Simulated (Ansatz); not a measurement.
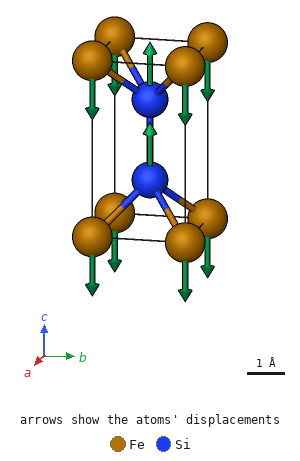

Phonons of crystalline FeSi2 at 0.98 times its rest volume, space group P4/mmm (No. 123), at the zone centre. The optical levels lie at 238 (×2), 308 (×2), 379, 577 cm⁻¹. One mode is drawn. The green arrows give the relative displacements of the atoms. A ball-and-stick model of the cell of the calculation, seen slightly off an axis.

Theory: DFT LDA, scalar-relativistic, plane waves, PAW in Ansatz 0.2.0. Settings: plane-wave cutoff 420 eV; k-point mesh 16 × 16 × 8; occupations fermi dirac; smearing width 0.15 eV; no spin polarisation.

The frequencies depend somewhat on the k-mesh and the smearing.

Q: Which of these frequencies is the drawn mode's?

A: The level at 379 cm⁻¹. This is the A₂u mode, optical level 3 of 4, counted from below, infrared-active by symmetry. The Fe sublattice moves against the Si sublattice, along c; the kinetic energy is shared as Fe 50 %, Si 50 %. The crystal is a metal, so free carriers screen the infrared response.

Limits of the set-up: an element that often carries a moment was run without spin polarisation.
